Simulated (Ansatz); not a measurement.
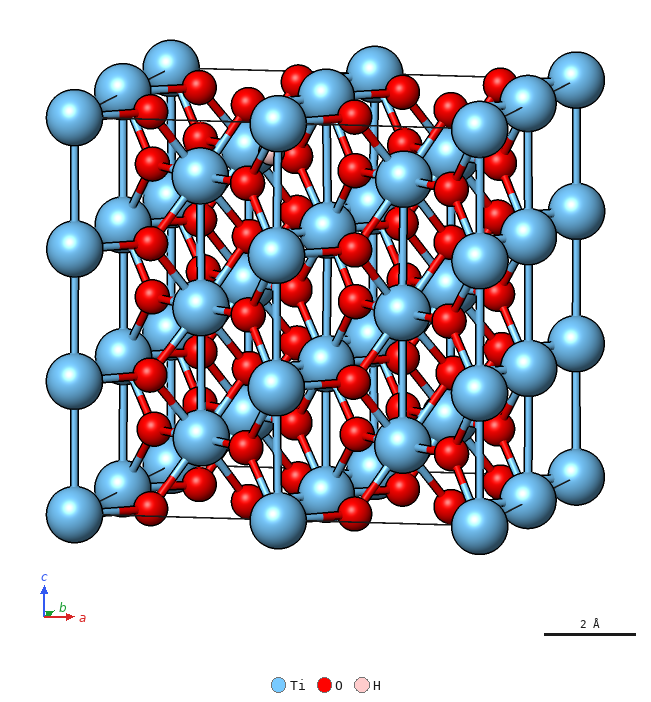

The starting structure (ball-and-stick view of the cell of the calculation, seen slightly off an axis).

Ti₂₄O₄₈H (charge −1): geometry relaxation (part 1 of 2)

- system: Ti₂₄O₄₈H (defect cell, 73 atoms in the cell, total charge −1)
- method: DFT, PBEsol, PAW, plane waves (Ansatz 0.2.0)

### Input
```yaml
crystal:
  lattice:
    - [9.182828, 0.000000, 0.000000]
    - [0.000000, 9.182828, 0.000000]
    - [0.000000, 0.000000, 8.816612]
  atoms:
    - { symbol: Ti, position: [0.000206, 0.995032, 0.999111] }
    - { symbol: Ti, position: [0.999118, 0.998221, 0.334423] }
    - { symbol: Ti, position: [0.999801, 0.999824, 0.667644] }
    - { symbol: Ti, position: [0.999128, 0.499603, 0.001701] }
    - { symbol: Ti, position: [0.999889, 0.503899, 0.333875] }
    - { symbol: Ti, position: [0.000029, 0.499990, 0.666209] }
    - { symbol: Ti, position: [0.501664, 0.000075, 0.998004] }
    - { symbol: Ti, position: [0.497226, 0.999781, 0.332613] }
    - { symbol: Ti, position: [0.498114, 0.997807, 0.666701] }
    - { symbol: Ti, position: [0.500793, 0.501024, 0.002400] }
    - { symbol: Ti, position: [0.500889, 0.499540, 0.331768] }
    - { symbol: Ti, position: [0.504726, 0.500791, 0.668058] }
    - { symbol: Ti, position: [0.252388, 0.249972, 0.168299] }
    - { symbol: Ti, position: [0.251940, 0.248356, 0.496409] }
    - { symbol: Ti, position: [0.249962, 0.249267, 0.828081] }
    - { symbol: Ti, position: [0.250073, 0.746719, 0.166530] }
    - { symbol: Ti, position: [0.249144, 0.751578, 0.498211] }
    - { symbol: Ti, position: [0.252702, 0.747868, 0.836116] }
    - { symbol: Ti, position: [0.749780, 0.248713, 0.164880] }
    - { symbol: Ti, position: [0.748270, 0.251159, 0.498181] }
    - { symbol: Ti, position: [0.751918, 0.250940, 0.834449] }
    - { symbol: Ti, position: [0.746797, 0.749319, 0.171129] }
    - { symbol: Ti, position: [0.749258, 0.749320, 0.499719] }
    - { symbol: Ti, position: [0.750229, 0.748935, 0.832905] }
    - { symbol: O, position: [0.149823, 0.155015, 0.998503] }
    - { symbol: O, position: [0.148449, 0.153060, 0.335505] }
    - { symbol: O, position: [0.150787, 0.150489, 0.667198] }
    - { symbol: O, position: [0.151708, 0.650244, 0.998047] }
    - { symbol: O, position: [0.152563, 0.654662, 0.331852] }
    - { symbol: O, position: [0.152243, 0.651711, 0.665080] }
    - { symbol: O, position: [0.653414, 0.155092, 0.000235] }
    - { symbol: O, position: [0.650762, 0.152043, 0.332507] }
    - { symbol: O, position: [0.654979, 0.148424, 0.666206] }
    - { symbol: O, position: [0.652977, 0.651477, 0.000938] }
    - { symbol: O, position: [0.652675, 0.650737, 0.332141] }
    - { symbol: O, position: [0.649088, 0.653764, 0.670178] }
    - { symbol: O, position: [0.344758, 0.350058, 0.998162] }
    - { symbol: O, position: [0.346959, 0.351138, 0.333079] }
    - { symbol: O, position: [0.347495, 0.348559, 0.666109] }
    - { symbol: O, position: [0.348319, 0.851862, 0.992910] }
    - { symbol: O, position: [0.346626, 0.847125, 0.335811] }
    - { symbol: O, position: [0.346538, 0.847187, 0.664822] }
    - { symbol: O, position: [0.845590, 0.346771, 0.000712] }
    - { symbol: O, position: [0.850206, 0.348360, 0.336848] }
    - { symbol: O, position: [0.845613, 0.347108, 0.666358] }
    - { symbol: O, position: [0.848915, 0.845027, 0.000600] }
    - { symbol: O, position: [0.851985, 0.843606, 0.334574] }
    - { symbol: O, position: [0.842404, 0.843939, 0.668394] }
    - { symbol: O, position: [0.099596, 0.402372, 0.166619] }
    - { symbol: O, position: [0.095124, 0.401593, 0.500130] }
    - { symbol: O, position: [0.095713, 0.400498, 0.834847] }
    - { symbol: O, position: [0.093274, 0.903581, 0.168225] }
    - { symbol: O, position: [0.101757, 0.903368, 0.500932] }
    - { symbol: O, position: [0.094644, 0.901722, 0.834206] }
    - { symbol: O, position: [0.600187, 0.404923, 0.168032] }
    - { symbol: O, position: [0.596875, 0.401796, 0.502809] }
    - { symbol: O, position: [0.595026, 0.404765, 0.832350] }
    - { symbol: O, position: [0.594840, 0.902708, 0.169021] }
    - { symbol: O, position: [0.598832, 0.896827, 0.496578] }
    - { symbol: O, position: [0.598130, 0.905545, 0.833964] }
    - { symbol: O, position: [0.399225, 0.095904, 0.167273] }
    - { symbol: O, position: [0.403806, 0.099851, 0.501336] }
    - { symbol: O, position: [0.403175, 0.095598, 0.833603] }
    - { symbol: O, position: [0.400933, 0.596181, 0.167397] }
    - { symbol: O, position: [0.400435, 0.598302, 0.502485] }
    - { symbol: O, position: [0.401749, 0.598705, 0.838375] }
    - { symbol: O, position: [0.906112, 0.098289, 0.166467] }
    - { symbol: O, position: [0.900279, 0.096939, 0.500872] }
    - { symbol: O, position: [0.905005, 0.100377, 0.832427] }
    - { symbol: O, position: [0.900078, 0.600218, 0.166298] }
    - { symbol: O, position: [0.901013, 0.595900, 0.506429] }
    - { symbol: O, position: [0.903988, 0.602582, 0.835552] }
    - { symbol: H, position: [0.391754, 0.392203, 0.874217] }
  symmetry: { detect: false }
kpoints:
  mp_grid: { grid: [1, 1, 1], shift: [0.25, 0.25, 0.25] }
hamiltonian:
  xc: pbesol
total_charge: -1
scf:
  occupations: { method: fermi_dirac, width: 0.01 }
relax:
  f_tol: 0.03
  max_steps: 80
  escape_saddle: false
  adjacent_minimum: "off"
output:
  forces: true
  eigenvalues: true
  populations: true
  charged_corrections: { epsilon: 100 }
```

Machine: 8 threads of Intel Xeon, 18 GiB of memory available, shared host.

Run as:
```bash
ansatz run in.yaml --threads 8 --pin off --max-ram 17100MiB --runs-dir r --events-out ev --progress --plain
```

### What the program printed
```
Pseudopotentials: kind: paw
Functional definition: PBEsol
  exchange = pbesol_x
  correlation = pbesol_c
Crystal: 73 atoms, lattice volume = 743.455 Å³
Basis set: ecut = 420 eV, 14577 PW (Γ), exchange–correlation on 128×128×120 points (8 copies of the dense FFT grid, shifted against one another)
Bands: 362, of which v1, the nominal top of the filled ones, is band 289 counted from 1 (288 counted from 0)
Symmetry: 1 space group operations
k-points: 1
Non-local potential: Ti, projectors of the file, l = 0: 3, l = 1: 2, l = 2: 3, l = 3: 1
Non-local potential: O, projectors of the file, l = 0: 2, l = 1: 2, l = 2: 1
Non-local potential: H, projectors of the file, l = 0: 2, l = 1: 1
PAW form: soft (Blöchl's): semilocal exchange-correlation on the pseudo side does not see the compensation charge
PAW frozen core: Ti, regenerated for the run's functional, and the local potential with it (the file was generated under x = pbe(κ = 0.804, μ = 0.2195149727645171), c = pbe(β = 0.06672455060314922))
PAW frozen core: O, regenerated for the run's functional, and the local potential with it (the file was generated under x = pbe(κ = 0.804, μ = 0.2195149727645171), c = pbe(β = 0.06672455060314922))
PAW one-centre angular grid: Ti, 590 points (default); XC on 64 Gauss nodes
PAW one-centre angular grid: O, 110 points (default); XC on 64 Gauss nodes
PAW one-centre angular grid: H, 110 points (default); XC on 64 Gauss nodes
Initial density: superposition of atomic densities (neutral atoms scaled as one to the charged cell's electrons: chi_scale 0, normalization atom), corrected by the library's trained network
Initial wavefunctions: pseudopotential atomic-orbital guess
Functional: x = pbesol(κ = 0.804, μ = 0.12345679012345678), c = pbesol(β = 0.046)
SCF iter   1: F=—  HF=-86397.466349 eV  |F-HF|=—  |Δ(HF+E_count)|=         —  Δρ=2.51e-2  dr2=4.79e0  ethr=1.77e-3  ⟨swp⟩=5.0  Hψ=1281  notcnv=0  defer=18
preconditioner: auto → LDOS  [insulator: Δε(μ)=0.066 eV  Ē_g=9.504 eV  σ=0.010 eV  W_gap=0.93  n_scr=234 (ndim 8)  ℏωp=26.8 eV  f_vac=0.017  D(μ)=13.61/eV (n_scr^D=80)  ε∞_Penn≈8.9  β→1.0]
SCF iter   2: F=—  HF=-86398.980427 eV  |F-HF|=—  |Δ(HF+E_count)|=    1.51e0  Δρ=4.25e-2  dr2=1.18e1  ethr=8.28e-4  ⟨swp⟩=2.0  Hψ=625  notcnv=0  defer=57  recentre
preconditioner: auto → Kerker (q_TF=auto, 2.616 Å⁻¹)  [metal: Δε(μ)=0.009 eV  Ē_g=9.969 eV  σ=0.010 eV  W_gap=0.23  n_scr=234 (ndim 8)  ℏωp=26.8 eV  f_vac=0.009  D(μ)=94.89/eV (n_scr^D=1360)  β→0.5]
SCF iter   3: F=—  HF=-86396.687189 eV  |F-HF|=—  |Δ(HF+E_count)|=    2.29e0  Δρ=6.61e-3  dr2=4.75e-1  ethr=8.28e-4  ⟨swp⟩=2.0  Hψ=626  notcnv=0  defer=51
SCF iter   4: F=—  HF=-86396.660493 eV  |F-HF|=—  |Δ(HF+E_count)|=   2.67e-2  Δρ=2.62e-3  dr2=5.25e-2  ethr=8.22e-5  ⟨swp⟩=4.0  Hψ=342  notcnv=0  defer=51
SCF iter   5: F=—  HF=-86396.654915 eV  |F-HF|=—  |Δ(HF+E_count)|=   5.58e-3  Δρ=8.61e-4  dr2=7.17e-3  ethr=9.08e-6  ⟨swp⟩=4.0  Hψ=618  notcnv=0  defer=51
SCF iter   6: F=—  HF=-86396.654504 eV  |F-HF|=—  |Δ(HF+E_count)|=   4.10e-4  Δρ=3.22e-4  dr2=1.49e-3  ethr=1.24e-6  ⟨swp⟩=2.0  Hψ=527  notcnv=0  defer=51
SCF iter   7: F=—  HF=-86396.654468 eV  |F-HF|=—  |Δ(HF+E_count)|=   3.67e-5  Δρ=8.90e-5  dr2=2.36e-4  ethr=2.58e-7  ⟨swp⟩=2.0  Hψ=457  notcnv=0  defer=51
SCF iter   8: F=—  HF=-86396.654453 eV  |F-HF|=—  |Δ(HF+E_count)|=   1.45e-5  Δρ=3.74e-5  dr2=5.82e-5  ethr=4.08e-8  ⟨swp⟩=2.0  Hψ=457  notcnv=0  defer=51
SCF iter   9: F=-86396.654438 eV  HF=-86396.654447 eV  |F-HF|=8.32e-6  |Δ(HF+E_count)|=   6.47e-6  Δρ=1.70e-5  dr2=1.05e-5  ethr=3.89e-9  ⟨swp⟩=9.0  Hψ=1403  notcnv=0
SCF 1 converged in 9 iterations: F = -86396.654438 eV  dr2 = 1.05e-5
  greatest PAW one-centre occupation: 0.999 electrons in one spin orbital (limit 2), on the Ti atom at site 16 (counted from 0), in its partial waves of l = 0
relax step   1: F+E_penalty+E_count = -86396.65443837 eV  Δ(F+E_penalty+E_count) = +0.000e0 eV  max|allowed force component| = 2.559e0 eV/Å  Δτ_max = 0.0000 Å  (9 SCF iters, dr2 threshold 2.25e-5 eV, accepted)
Initial density: handed on by an earlier stage of this run
Initial wavefunctions: those handed on with the density
iter 1 solved again at ethr=1.03e-4 eV; its pass at ethr=3.10e-3 eV (dr2=5.95e-1 eV) is discarded
SCF iter   1: F=—  HF=-86397.700231 eV  |F-HF|=—  |Δ(HF+E_count)|=         —  Δρ=7.88e-3  dr2=5.96e-1  ethr=1.03e-4  ⟨swp⟩=1.0  Hψ=1064  notcnv=0  defer=51
preconditioner: auto → LDOS  [metal: Δε(μ)=0.021 eV  Ē_g=9.639 eV  σ=0.010 eV  W_gap=0.48  n_scr=234 (ndim 8)  ℏωp=26.8 eV  f_vac=0.012  D(μ)=79.67/eV (n_scr^D=1076)  β→1.0]
SCF iter   2: F=—  HF=-86397.676928 eV  |F-HF|=—  |Δ(HF+E_count)|=   2.33e-2  Δρ=5.32e-3  dr2=2.38e-1  ethr=1.03e-4  ⟨swp⟩=4.0  Hψ=589  notcnv=0  defer=51
SCF iter   3: F=—  HF=-86397.655787 eV  |F-HF|=—  |Δ(HF+E_count)|=   2.11e-2  Δρ=3.17e-3  dr2=1.43e-1  ethr=4.12e-5  ⟨swp⟩=3.0  Hψ=494  notcnv=0  defer=51
SCF iter   4: F=—  HF=-86397.648086 eV  |F-HF|=—  |Δ(HF+E_count)|=   7.70e-3  Δρ=2.23e-3  dr2=8.00e-2  ethr=2.48e-5  ⟨swp⟩=2.0  Hψ=429  notcnv=0  defer=51
SCF iter   5: F=—  HF=-86397.643596 eV  |F-HF|=—  |Δ(HF+E_count)|=   4.49e-3  Δρ=1.54e-3  dr2=3.75e-2  ethr=1.38e-5  ⟨swp⟩=2.0  Hψ=380  notcnv=0  defer=51
SCF iter   6: F=—  HF=-86397.640901 eV  |F-HF|=—  |Δ(HF+E_count)|=   2.69e-3  Δρ=9.13e-4  dr2=1.25e-2  ethr=6.49e-6  ⟨swp⟩=3.0  Hψ=483  notcnv=0  defer=51
SCF iter   7: F=—  HF=-86397.640206 eV  |F-HF|=—  |Δ(HF+E_count)|=   6.95e-4  Δρ=5.79e-4  dr2=4.15e-3  ethr=2.16e-6  ⟨swp⟩=2.0  Hψ=369  notcnv=0  defer=51
SCF iter   8: F=—  HF=-86397.639909 eV  |F-HF|=—  |Δ(HF+E_count)|=   2.98e-4  Δρ=2.78e-4  dr2=8.25e-4  ethr=7.18e-7  ⟨swp⟩=2.0  Hψ=475  notcnv=0  defer=51
relax step   2: F+E_penalty+E_count = -86397.63974010 eV  Δ(F+E_penalty+E_count) = -9.853e-1 eV  max|allowed force component| = 2.585e0 eV/Å  Δτ_max = 0.0860 Å  (11 SCF iters, dr2 threshold 1.00e-4 eV, accepted)
preconditioner: auto → LDOS  [metal: Δε(μ)=0.017 eV  Ē_g=9.667 eV  σ=0.010 eV  W_gap=0.40  n_scr=234 (ndim 8)  ℏωp=26.8 eV  f_vac=0.012  D(μ)=86.09/eV (n_scr^D=1220)  β→1.0]
relax step   3: F+E_penalty+E_count = -86397.53854743 eV  Δ(F+E_penalty+E_count) = +1.012e-1 eV  max|allowed force component| = 1.033e1 eV/Å  Δτ_max = 0.1970 Å  (11 SCF iters, dr2 threshold 1.00e-4 eV, rejected (line search))
preconditioner: auto → LDOS  [metal: Δε(μ)=0.007 eV  Ē_g=9.630 eV  σ=0.010 eV  W_gap=0.18  n_scr=234 (ndim 8)  ℏωp=26.8 eV  f_vac=0.012  D(μ)=98.02/eV (n_scr^D=1436)  β→1.0]
relax step   4: F+E_penalty+E_count = -86398.33036870 eV  Δ(F+E_penalty+E_count) = -6.906e-1 eV  max|allowed force component| = 1.219e0 eV/Å  Δτ_max = 0.0985 Å  (18 SCF iters, accepted)
preconditioner: auto → LDOS  [metal: Δε(μ)=0.017 eV  Ē_g=9.654 eV  σ=0.010 eV  W_gap=0.39  n_scr=234 (ndim 8)  ℏωp=26.8 eV  f_vac=0.012  D(μ)=85.82/eV (n_scr^D=1220)  β→1.0]
relax step   5: F+E_penalty+E_count = -86398.46349770 eV  Δ(F+E_penalty+E_count) = -1.331e-1 eV  max|allowed force component| = 1.759e0 eV/Å  Δτ_max = 0.0974 Å  (9 SCF iters, dr2 threshold 1.00e-4 eV, accepted)
preconditioner: auto → LDOS  [insulator: Δε(μ)=0.026 eV  Ē_g=9.646 eV  σ=0.010 eV  W_gap=0.57  n_scr=234 (ndim 8)  ℏωp=26.8 eV  f_vac=0.012  D(μ)=68.17/eV (n_scr^D=854)  ε∞_Penn≈8.7  β→1.0]
relax step   6: F+E_penalty+E_count = -86398.57694269 eV  Δ(F+E_penalty+E_count) = -1.134e-1 eV  max|allowed force component| = 3.208e-1 eV/Å  Δτ_max = 0.1500 Å  (8 SCF iters, dr2 threshold 1.00e-4 eV, accepted)
preconditioner: auto → LDOS  [insulator: Δε(μ)=0.035 eV  Ē_g=9.646 eV  σ=0.010 eV  W_gap=0.70  n_scr=234 (ndim 8)  ℏωp=26.8 eV  f_vac=0.012  D(μ)=51.15/eV (n_scr^D=544)  ε∞_Penn≈8.7  β→1.0]
relax step   7: F+E_penalty+E_count = -86398.68999876 eV  Δ(F+E_penalty+E_count) = -1.131e-1 eV  max|allowed force component| = 1.119e0 eV/Å  Δτ_max = 0.1952 Å  (11 SCF iters, dr2 threshold 6.43e-6 eV, accepted)
preconditioner: auto → LDOS  [insulator: Δε(μ)=0.037 eV  Ē_g=9.648 eV  σ=0.010 eV  W_gap=0.73  n_scr=234 (ndim 8)  ℏωp=26.8 eV  f_vac=0.012  D(μ)=48.20/eV (n_scr^D=488)  ε∞_Penn≈8.7  β→1.0]
relax step   8: F+E_penalty+E_count = -86398.81346867 eV  Δ(F+E_penalty+E_count) = -1.235e-1 eV  max|allowed force component| = 1.539e0 eV/Å  Δτ_max = 0.1953 Å  (7 SCF iters, dr2 threshold 7.83e-5 eV, accepted)
preconditioner: auto → LDOS  [insulator: Δε(μ)=0.036 eV  Ē_g=9.650 eV  σ=0.010 eV  W_gap=0.72  n_scr=234 (ndim 8)  ℏωp=26.8 eV  f_vac=0.012  D(μ)=49.93/eV (n_scr^D=504)  ε∞_Penn≈8.7  β→1.0]
relax step   9: F+E_penalty+E_count = -86398.98351998 eV  Δ(F+E_penalty+E_count) = -1.701e-1 eV  max|allowed force component| = 1.481e0 eV/Å  Δτ_max = 0.1957 Å  (7 SCF iters, dr2 threshold 1.00e-4 eV, accepted)
preconditioner: auto → LDOS  [insulator: Δε(μ)=0.041 eV  Ē_g=9.654 eV  σ=0.010 eV  W_gap=0.77  n_scr=234 (ndim 8)  ℏωp=26.8 eV  f_vac=0.012  D(μ)=45.04/eV (n_scr^D=460)  ε∞_Penn≈8.7  β→1.0]
relax step  10: F+E_penalty+E_count = -86399.18882217 eV  Δ(F+E_penalty+E_count) = -2.053e-1 eV  max|allowed force component| = 1.018e0 eV/Å  Δτ_max = 0.2000 Å  (7 SCF iters, dr2 threshold 1.00e-4 eV, accepted)
preconditioner: auto → LDOS  [insulator: Δε(μ)=0.050 eV  Ē_g=9.657 eV  σ=0.010 eV  W_gap=0.85  n_scr=234 (ndim 8)  ℏωp=26.8 eV  f_vac=0.012  D(μ)=31.75/eV (n_scr^D=254)  ε∞_Penn≈8.7  β→1.0]
relax step  11: F+E_penalty+E_count = -86399.33363758 eV  Δ(F+E_penalty+E_count) = -1.448e-1 eV  max|allowed force component| = 7.458e-1 eV/Å  Δτ_max = 0.2000 Å  (7 SCF iters, dr2 threshold 1.00e-4 eV, accepted)
preconditioner: auto → LDOS  [insulator: Δε(μ)=0.051 eV  Ē_g=9.660 eV  σ=0.010 eV  W_gap=0.86  n_scr=234 (ndim 8)  ℏωp=26.8 eV  f_vac=0.012  D(μ)=28.67/eV (n_scr^D=250)  ε∞_Penn≈8.7  β→1.0]
relax step  12: F+E_penalty+E_count = -86399.42047691 eV  Δ(F+E_penalty+E_count) = -8.684e-2 eV  max|allowed force component| = 7.473e-1 eV/Å  Δτ_max = 0.2000 Å  (7 SCF iters, dr2 threshold 1.00e-4 eV, accepted)
preconditioner: auto → LDOS  [insulator: Δε(μ)=0.055 eV  Ē_g=9.661 eV  σ=0.010 eV  W_gap=0.88  n_scr=234 (ndim 8)  ℏωp=26.8 eV  f_vac=0.012  D(μ)=24.59/eV (n_scr^D=178)  ε∞_Penn≈8.7  β→1.0]
relax step  13: F+E_penalty+E_count = -86399.49259855 eV  Δ(F+E_penalty+E_count) = -7.212e-2 eV  max|allowed force component| = 4.136e-1 eV/Å  Δτ_max = 0.2000 Å  (6 SCF iters, dr2 threshold 1.00e-4 eV, accepted)
preconditioner: auto → LDOS  [insulator: Δε(μ)=0.052 eV  Ē_g=9.663 eV  σ=0.010 eV  W_gap=0.86  n_scr=234 (ndim 8)  ℏωp=26.8 eV  f_vac=0.012  D(μ)=30.03/eV (n_scr^D=250)  ε∞_Penn≈8.7  β→1.0]
relax step  14: F+E_penalty+E_count = -86399.52769604 eV  Δ(F+E_penalty+E_count) = -3.510e-2 eV  max|allowed force component| = 1.401e-1 eV/Å  Δτ_max = 0.2000 Å  (7 SCF iters, dr2 threshold 5.24e-5 eV, accepted)
preconditioner: auto → LDOS  [insulator: Δε(μ)=0.065 eV  Ē_g=9.663 eV  σ=0.010 eV  W_gap=0.93  n_scr=234 (ndim 8)  ℏωp=26.8 eV  f_vac=0.012  D(μ)=16.69/eV (n_scr^D=92)  ε∞_Penn≈8.7  β→1.0]
relax step  15: F+E_penalty+E_count = -86399.52835714 eV  Δ(F+E_penalty+E_count) = -6.611e-4 eV  max|allowed force component| = 7.415e-2 eV/Å  Δτ_max = 0.0460 Å  (8 SCF iters, dr2 threshold 2.25e-6 eV, accepted)
preconditioner: auto → LDOS  [insulator: Δε(μ)=0.052 eV  Ē_g=9.663 eV  σ=0.010 eV  W_gap=0.86  n_scr=234 (ndim 8)  ℏωp=26.8 eV  f_vac=0.012  D(μ)=30.44/eV (n_scr^D=250)  ε∞_Penn≈8.7  β→1.0]
SCF iter   6: F=—  HF=-86399.531214 eV  |F-HF|=—  |Δ(HF+E_count)|=   5.95e-4  Δρ=5.14e-5  dr2=3.20e-5  ethr=1.47e-8  ⟨swp⟩=2.0  Hψ=441  notcnv=0  defer=52
SCF iter   7: F=—  HF=-86399.531210 eV  |F-HF|=—  |Δ(HF+E_count)|=   3.94e-6  Δρ=2.13e-5  dr2=5.80e-6  ethr=5.54e-9  ⟨swp⟩=2.0  Hψ=456  notcnv=0  defer=52
SCF iter   8: F=—  HF=-86399.531210 eV  |F-HF|=—  |Δ(HF+E_count)|=   4.04e-7  Δρ=1.02e-5  dr2=1.54e-6  ethr=1.00e-9  ⟨swp⟩=2.0  Hψ=457  notcnv=0  defer=52
SCF iter   9: F=—  HF=-86399.531210 eV  |F-HF|=—  |Δ(HF+E_count)|=   7.47e-8  Δρ=7.04e-6  dr2=8.09e-7  ethr=2.66e-10  ⟨swp⟩=2.0  Hψ=411  notcnv=0  defer=52
SCF iter  10: F=—  HF=-86399.531210 eV  |F-HF|=—  |Δ(HF+E_count)|=   6.94e-8  Δρ=4.38e-6  dr2=2.98e-7  ethr=1.40e-10  ⟨swp⟩=2.0  Hψ=454  notcnv=0  defer=52
SCF iter  11: F=-86399.531210 eV  HF=-86399.531210 eV  |F-HF|=6.93e-8  |Δ(HF+E_count)|=   2.51e-8  Δρ=2.64e-6  dr2=7.65e-8  ethr=1.73e-11  ⟨swp⟩=8.0  Hψ=1503  notcnv=0
SCF 16 converged in 11 iterations: F = -86399.531210 eV  dr2 = 7.65e-8
  greatest PAW one-centre occupation: 0.999 electrons in one spin orbital (limit 2), on the Ti atom at site 3 (counted from 0), in its partial waves of l = 0
relax step  16: F+E_penalty+E_count = -86399.53120956 eV  Δ(F+E_penalty+E_count) = -2.852e-3 eV  max|allowed force component| = 3.435e-2 eV/Å  Δτ_max = 0.0138 Å  (11 SCF iters, accepted)
SCF iter   1: F=—  HF=-86399.532728 eV  |F-HF|=—  |Δ(HF+E_count)|=         —  Δρ=9.89e-4  dr2=4.78e-3  ethr=7.54e-6  ⟨swp⟩=3.0  Hψ=641  notcnv=0  defer=52
preconditioner: auto → LDOS  [insulator: Δε(μ)=0.061 eV  Ē_g=9.662 eV  σ=0.010 eV  W_gap=0.91  n_scr=234 (ndim 8)  ℏωp=26.8 eV  f_vac=0.012  D(μ)=21.18/eV (n_scr^D=146)  ε∞_Penn≈8.7  β→1.0]
SCF iter   2: F=—  HF=-86399.532310 eV  |F-HF|=—  |Δ(HF+E_count)|=   4.18e-4  Δρ=5.48e-4  dr2=2.72e-3  ethr=8.28e-7  ⟨swp⟩=2.0  Hψ=609  notcnv=0  defer=52
SCF iter   3: F=—  HF=-86399.531692 eV  |F-HF|=—  |Δ(HF+E_count)|=   6.18e-4  Δρ=2.80e-4  dr2=6.74e-4  ethr=4.71e-7  ⟨swp⟩=2.0  Hψ=575  notcnv=0  defer=52
SCF iter   4: F=—  HF=-86399.531645 eV  |F-HF|=—  |Δ(HF+E_count)|=   4.70e-5  Δρ=7.33e-5  dr2=6.34e-5  ethr=1.17e-7  ⟨swp⟩=2.0  Hψ=453  notcnv=0  defer=52
SCF iter   5: F=—  HF=-86399.532226 eV  |F-HF|=—  |Δ(HF+E_count)|=   5.82e-4  Δρ=4.09e-5  dr2=2.45e-5  ethr=1.10e-8  ⟨swp⟩=2.0  Hψ=453  notcnv=0  defer=52
SCF iter   6: F=—  HF=-86399.532224 eV  |F-HF|=—  |Δ(HF+E_count)|=   1.83e-6  Δρ=2.80e-5  dr2=9.66e-6  ethr=4.24e-9  ⟨swp⟩=2.0  Hψ=454  notcnv=0  defer=52
SCF iter   7: F=—  HF=-86399.532223 eV  |F-HF|=—  |Δ(HF+E_count)|=   1.24e-6  Δρ=1.13e-5  dr2=1.66e-6  ethr=1.67e-9  ⟨swp⟩=2.0  Hψ=455  notcnv=0  defer=52
SCF iter   8: F=—  HF=-86399.532223 eV  |F-HF|=—  |Δ(HF+E_count)|=   1.27e-7  Δρ=4.85e-6  dr2=3.30e-7  ethr=2.87e-10  ⟨swp⟩=2.0  Hψ=456  notcnv=0  defer=52
SCF iter   9: F=—  HF=-86399.532223 eV  |F-HF|=—  |Δ(HF+E_count)|=   1.72e-8  Δρ=3.22e-6  dr2=1.59e-7  ethr=1.73e-11  ⟨swp⟩=9.0  Hψ=1393  notcnv=0
SCF iter  10: F=-86399.532223 eV  HF=-86399.532223 eV  |F-HF|=5.60e-8  |Δ(HF+E_count)|=   1.41e-8  Δρ=2.02e-6  dr2=6.06e-8  ethr=1.73e-11  ⟨swp⟩=3.0  Hψ=840  notcnv=0
SCF 17 converged in 10 iterations: F = -86399.532223 eV  dr2 = 6.06e-8
relax step  17: F+E_penalty+E_count = -86399.53222287 eV  Δ(F+E_penalty+E_count) = -1.013e-3 eV  max|allowed force component| = 1.992e-2 eV/Å  Δτ_max = 0.0106 Å  (10 SCF iters, accepted)
```
